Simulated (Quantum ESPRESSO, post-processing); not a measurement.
# C, zinc blende or diamond type, strained in the (001) plane, stepped through biaxial strain in the plane, part 5 of 5

Wanted: a table for C, zinc blende or diamond type, strained in the (001) plane against biaxial strain in the plane, and what can be fitted to it.

Quantum ESPRESSO 7.5; plane-wave DFT, PBE, GBRV ultrasoft pseudopotentials.

So far. Step 9 (Relaxing cell and ions, 3 %):  The last row is no step: it is a fresh SCF in the final cell with a new plane-wave basis, +0 meV from the row before.

## Step 12: Relaxing cell and ions, 4 %

Input file m8.relax.in:

```
&control
  prefix = 'm8.relax'
  outdir = './out'
  pseudo_dir = './pseudo'
  nstep = 40
  forc_conv_thr = 0.001
  calculation = 'vc-relax'
/
&system
  ibrav = 0
  nat = 4
  ntyp = 1
  ecutwfc = 50
  ecutrho = 250
  occupations = 'fixed'
/
&electrons
  conv_thr = 1e-10
  mixing_beta = 0.6
  electron_maxstep = 120
/
&ions
/
&cell
  cell_dofree = 'z'
  press_conv_thr = 0.3
/
ATOMIC_SPECIES
  C   12.0110  c_pbe_v1.2.uspp.F.UPF
CELL_PARAMETERS angstrom
  2.62647834904000 0.00000000000000 0.00000000000000
  0.00000000000000 2.62647834904000 0.00000000000000
  0.00000000000000 0.00000000000000 3.57152940200000
ATOMIC_POSITIONS crystal
  C   0.000000000000 0.000000000000 0.000000000000
  C   0.500000000000 0.000000000000 0.250000011900
  C   0.500000000000 0.500000000000 0.500000000000
  C   0.000000000000 0.500000000000 0.749999988100
K_POINTS automatic
  10 10 8 0 0 0
```

Started as:

```bash
OMP_NUM_THREADS=1 mpirun -n 4 pw.x -nk 4 -in m8.relax.in > m8.relax.out
```

Log:

```text
[banner, memory and clock lines left out]
Program PWSCF v.7.5 starts
[...]
Message from routine setup:
[...]
number of electrons       =        16.00
     number of Kohn-Sham states=            8
     kinetic-energy cutoff     =      50.0000  Ry
     charge density cutoff     =     250.0000  Ry
[...]
number of k points=   105
[...]
Dense  grid:    11097 G-vectors     FFT dimensions: (  25,  25,  36)
[...]
Starting wfcs are   16 randomized atomic wfcs
[...]
estimated scf accuracy    <       0.18696294 Ry
[...]
estimated scf accuracy    <       0.01460978 Ry
[...]
estimated scf accuracy    <       0.00018741 Ry
[...]
estimated scf accuracy    <       0.00000293 Ry
[...]
estimated scf accuracy    <       0.00000016 Ry
[...]
estimated scf accuracy    <          4.6E-09 Ry
[...]
highest occupied level (ev):    12.2636
!    total energy              =     -45.90556995 Ry
     estimated scf accuracy    <          3.6E-11 Ry
[...]
one-electron contribution =      14.31404481 Ry
     hartree contribution      =       4.03050169 Ry
     xc contribution           =     -14.47603794 Ry
     ewald contribution        =     -49.77407851 Ry
     convergence has been achieved in   7 iterations
[...]
Total force =     0.000000     Total SCF correction =     0.000001
[...]
estimated scf accuracy    <       0.00004504 Ry
[...]
estimated scf accuracy    <       0.00000319 Ry
[...]
estimated scf accuracy    <       0.00000007 Ry
[...]
estimated scf accuracy    <          5.0E-10 Ry
[...]
highest occupied level (ev):    12.6172
!    total energy              =     -45.90587760 Ry
     estimated scf accuracy    <          5.6E-11 Ry
[...]
one-electron contribution =      14.62701832 Ry
     hartree contribution      =       3.99411454 Ry
     xc contribution           =     -14.51723900 Ry
     ewald contribution        =     -50.00977145 Ry
     convergence has been achieved in   5 iterations
[...]
Total force =     0.000000     Total SCF correction =     0.000000
[...]
estimated scf accuracy    <       0.00000503 Ry
[...]
estimated scf accuracy    <       0.00000036 Ry
[...]
estimated scf accuracy    <          7.7E-09 Ry
[...]
estimated scf accuracy    <          1.4E-10 Ry
[...]
estimated scf accuracy    <          5.5E-12 Ry
[...]
highest occupied level (ev):    12.4984
!    total energy              =     -45.90597784 Ry
     estimated scf accuracy    <          3.6E-14 Ry
[...]
one-electron contribution =      14.52118819 Ry
     hartree contribution      =       4.00653676 Ry
     xc contribution           =     -14.50343847 Ry
     ewald contribution        =     -49.93026433 Ry
     convergence has been achieved in   6 iterations
[...]
Total force =     0.000000     Total SCF correction =     0.000000
[...]
estimated scf accuracy    <          6.3E-10 Ry
[...]
estimated scf accuracy    <          4.6E-11 Ry
[...]
highest occupied level (ev):    12.4997
!    total energy              =     -45.90597786 Ry
     estimated scf accuracy    <          9.3E-13 Ry
[...]
one-electron contribution =      14.52236759 Ry
     hartree contribution      =       4.00639882 Ry
     xc contribution           =     -14.50359291 Ry
     ewald contribution        =     -49.93115135 Ry
     convergence has been achieved in   3 iterations
[...]
Total force =     0.000000     Total SCF correction =     0.000000
[...]
number of electrons       =        16.00
     number of Kohn-Sham states=            8
     kinetic-energy cutoff     =      50.0000  Ry
     charge density cutoff     =     250.0000  Ry
[...]
number of k points=   105
[...]
Dense  grid:    10977 G-vectors     FFT dimensions: (  25,  25,  36)
[...]
Starting wfcs are   16 randomized atomic wfcs
[...]
estimated scf accuracy    <       0.19651409 Ry
[...]
estimated scf accuracy    <       0.01423751 Ry
[...]
estimated scf accuracy    <       0.00017872 Ry
[...]
estimated scf accuracy    <       0.00000344 Ry
[...]
estimated scf accuracy    <       0.00000012 Ry
[...]
estimated scf accuracy    <          2.1E-09 Ry
[...]
estimated scf accuracy    <          3.5E-11 Ry
[...]
estimated scf accuracy    <          2.0E-11 Ry
[...]
highest occupied level (ev):    12.4997
!    total energy              =     -45.90597042 Ry
     estimated scf accuracy    <          7.6E-13 Ry
[...]
one-electron contribution =      14.52237575 Ry
     hartree contribution      =       4.00639549 Ry
     xc contribution           =     -14.50359031 Ry
     ewald contribution        =     -49.93115135 Ry
     convergence has been achieved in   9 iterations
[...]
Total force =     0.000000     Total SCF correction =     0.000000
[...]
```

Wall time 20 s (4 MPI ranks of Intel Xeon Platinum 8259CL at 2.50GHz (Skylake/Cascade Lake), shared host); peak memory 0.23 GiB; 81 s of CPU time.

Relaxation path:

```csv
step,energy less that of the first step (eV),largest force (eV/Å),volume (Å³)
1,0.0000,0.0000,24.64
2,-0.0042,0.0000,24.30
3,-0.0055,0.0000,24.42
4,-0.0055,0.0000,24.41
5,-0.0054,0.0000,24.41
```

```csv
"conventional cell, symmetrised",before,after,change
a (Å),2.626,2.626,-0.0 %
b (Å),2.626,2.626,-0.0 %
c (Å),3.572,3.539,-0.9 %
volume (Å³/atom),6.16,6.10,-0.9 %
```

 The last row is no step: it is a fresh SCF in the final cell with a new plane-wave basis, +0 meV from the row before.

Read from the output:

```
free energy                    : -624.5825 eV
valence top, on the run's zero : 12.50 eV
```

## Step 13: Ground state, 4 %

Input file m8.scf.in:

```
&control
  prefix = 'm8.scf'
  outdir = './out'
  pseudo_dir = './pseudo'
  calculation = 'scf'
  tprnfor = .true.
/
&system
  ibrav = 0
  nat = 4
  ntyp = 1
  ecutwfc = 40
  ecutrho = 200
  occupations = 'fixed'
  nbnd = 12
/
&electrons
  conv_thr = 1e-09
  mixing_beta = 0.6
  electron_maxstep = 120
/
ATOMIC_SPECIES
  C   12.0110  c_pbe_v1.2.uspp.F.UPF
CELL_PARAMETERS angstrom
  2.62647834900000 0.00000000000000 0.00000000000000
  0.00000000000000 2.62647834900000 0.00000000000000
  0.00000000000000 0.00000000000000 3.53921731500000
ATOMIC_POSITIONS crystal
  C   0.000000000000 0.000000000000 0.000000000000
  C   0.500000000000 0.000000000000 0.250000027000
  C   0.500000000000 0.500000000000 0.500000000000
  C   0.000000000000 0.500000000000 0.749999973000
K_POINTS automatic
  10 10 8 0 0 0
```

Started as:

```bash
OMP_NUM_THREADS=1 mpirun -n 4 pw.x -nk 4 -in m8.scf.in > m8.scf.out
```

Log:

```text
[banner, memory and clock lines left out]
Program PWSCF v.7.5 starts
[...]
Message from routine setup:
[...]
number of electrons       =        16.00
     number of Kohn-Sham states=           12
     kinetic-energy cutoff     =      40.0000  Ry
     charge density cutoff     =     200.0000  Ry
[...]
number of k points=   105
[...]
Dense  grid:     7815 G-vectors     FFT dimensions: (  24,  24,  32)
[...]
Starting wfcs are   16 randomized atomic wfcs
[...]
estimated scf accuracy    <       0.19104218 Ry
[...]
estimated scf accuracy    <       0.01448357 Ry
[...]
estimated scf accuracy    <       0.00018921 Ry
[...]
estimated scf accuracy    <       0.00000244 Ry
[...]
estimated scf accuracy    <       0.00000006 Ry
[...]
estimated scf accuracy    <          7.0E-09 Ry
[...]
highest occupied, lowest unoccupied level (ev):    12.5016   15.3298
!    total energy              =     -45.90487590 Ry
     estimated scf accuracy    <          1.4E-10 Ry
[...]
one-electron contribution =      14.52372007 Ry
     hartree contribution      =       4.00585185 Ry
     xc contribution           =     -14.50329646 Ry
     ewald contribution        =     -49.93115137 Ry
     convergence has been achieved in   7 iterations
[...]
Total force =     0.000002     Total SCF correction =     0.000005
[...]
```

Wall time 3.9 s (4 MPI ranks); peak memory 0.22 GiB; 15 s of CPU time.

This step gave:

| Quantity | Value |
| --- | --- |
| free energy | -624.5677 eV |
| conduction bottom, on the run's zero | 15.33 eV |
| gap by band count | 2.828 eV |

## Step 14: Complex band structure, 4 %

Input file m8.cbs.in:

```
&inputcond
  outdir = './out'
  prefixl = 'm8.scf'
  band_file = 'm8.cbs'
  ikind = 0
  ewind = 4.0
  epsproj = 1e-05
  nz1 = 7
  energy0 = 6.45
  denergy = -0.15
/
3
  0.00000000 0.00000000 1.00000000
  0.50000000 0.00000000 1.00000000
  0.50000000 0.50000000 1.00000000
51
```

Started as:

```bash
OMP_NUM_THREADS=1 mpirun -n 4 pwcond.x -in m8.cbs.in > m8.cbs.out
```

Log:

```text
[banner, memory and clock lines left out]
Program PWCOND v.7.5 starts
[citation notice left out]

[...]
./out/m8.scf.save/

     IMPORTANT: XC functional enforced from input :
     Exchange-correlation= PBE
                           (   1   4   3   4   0   0   0)
     Any further DFT definition will be discarded
     Please, verify this is what you really want

     Reading collected, re-writing distributed wavefunctions

===== INPUT FILE containing the left lead =====

     GEOMETRY:

     lattice parameter (alat)  =       4.9633  a.u.
[...]
-0.1789402  -0.0000000   6.3000000
  -0.1790356  -0.0000000   6.3000000
  -0.3069258   0.0000000   6.3000000
[... further energies and points left out ...]
---  E-Ef =   -0.9000000  k =    0.5000000   0.5000000
---  ie =         50  ik =          3
 Nchannels of the left tip =            0
 Right moving states:
   k1(2pi/a)   k2(2pi/a)   E-Ef (eV)
 Left moving states:
   k1(2pi/a)   k2(2pi/a)   E-Ef (eV)

---  E-Ef =   -1.0500000  k =    0.5000000   0.5000000
---  ie =         51  ik =          3
 Nchannels of the left tip =            0
 Right moving states:
   k1(2pi/a)   k2(2pi/a)   E-Ef (eV)
 Left moving states:
   k1(2pi/a)   k2(2pi/a)   E-Ef (eV)

[...]
```

The job ended after 27 s (4 MPI ranks; peak memory 0.21 GiB).

K across = (0, 0) in the cell's reciprocal vectors; values within 0.0025 1/Å of each other count once, columns are sorted by size at each energy, a dash where no further value was kept. Table of Im kz of the slowest decaying states by energy, zero at the highest filled level of the SCF mesh:

```csv
energy (eV),decay 1 (Å⁻¹),decay 2 (Å⁻¹),decay 3 (Å⁻¹)
-1.050,1.16,2.16,2.58
-0.450,0.132,1.07,2.13
0.000,0.034,0.223,0.995
0.450,0.245,0.274,0.916
1.050,0.314,0.362,0.796
1.500,0.331,0.423,0.692
1.950,0.339,0.471,0.567
2.550,0.322,0.336,0.522
3.000,0.325,0.552,1.92
3.450,0.305,0.577,1.89
4.050,0.262,0.603,1.85
4.500,0.211,0.617,1.82
4.950,0.125,0.34,0.628
5.550,0.514,0.636,1.76
6.000,0.594,0.639,1.73
```

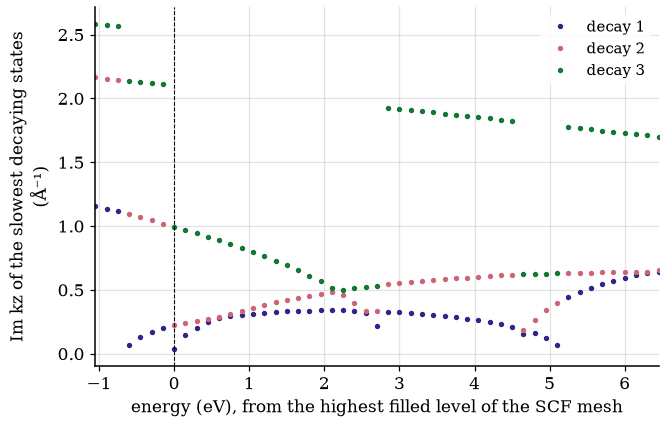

Im kz of the slowest decaying states against energy.

## Step 15: The series side by side

The series in one table, energies over the lowest:

```csv
biaxial strain in the plane,energy (eV),gap on the mesh (eV),peak of the slowest decay at Γ (1/Å),energy of that peak over the valence top (eV)
-4 %,0.2844,3.651,0.285,2.55
-3 %,0.1572,3.79,0.291,2.4
-2 %,0.0688,3.926,0.298,2.55
-1 %,0.0170,4.055,0.304,2.55
0 %,0.0000,4.142,0.311,2.55
1 %,0.0155,3.791,0.318,2.4
2 %,0.0618,3.456,0.325,2.25
3 %,0.1368,3.135,0.332,2.1
4 %,0.2391,2.828,0.339,1.95
```

## Step 16: By hand

Within ±2 % E = 163.3 eV × ε². With E = V M ε² for equal strain along both axes, M = 163.3/22.78 Å³ × 160.2 = 1149 GPa.

## Step 17: Summary of results

```
gap on the mesh, at -4 % and at 4 %                          : 3.65, 2.83 eV
peak of the slowest decay at Γ, at -4 % and at 4 %           : 0.28, 0.34 1/Å
energy of that peak over the valence top, at -4 % and at 4 % : 2.55, 1.95 eV
biaxial modulus, with c free                                 : 1149 GPa
```

**Reading.** The series holds 9 members; biaxial modulus, with c free: 1149 GPa (PBE, GBRV ultrasoft). From -4 % to 4 % the gap on the mesh goes from 3.65 to 2.83 eV by way of 4.14 at 0 %. Strain of either sign splits the degenerate band edges, which is one way to get a peak at zero. From -4 % to 4 % the peak of the slowest decay at Γ rises from 0.28 to 0.34 1/Å. From -4 % to 4 % the energy of that peak over the valence top goes from 2.55 to 1.95 eV, not quite steadily. Atoms keep their symmetric sites, so polar or tilted distortions are left out; semilocal gaps and decay constants are too small; no spin-orbit coupling; three points across.

[Logs are printed without paths, hosts, clocks, repeated set-up lines and the standing remarks that a program may print on its own settings, such as how far it seeks lower states.]

[Hosts, paths, dates, database ids (printed as entryN), source tags and the programs' standing remarks are cut or masked in the printed files.]

[Maps of the electrostatic potential energy from Ansatz leave out the sawtooth potential of an applied field or a dipole correction, so their vacuum need not be flat; planar profiles and work functions include it.]
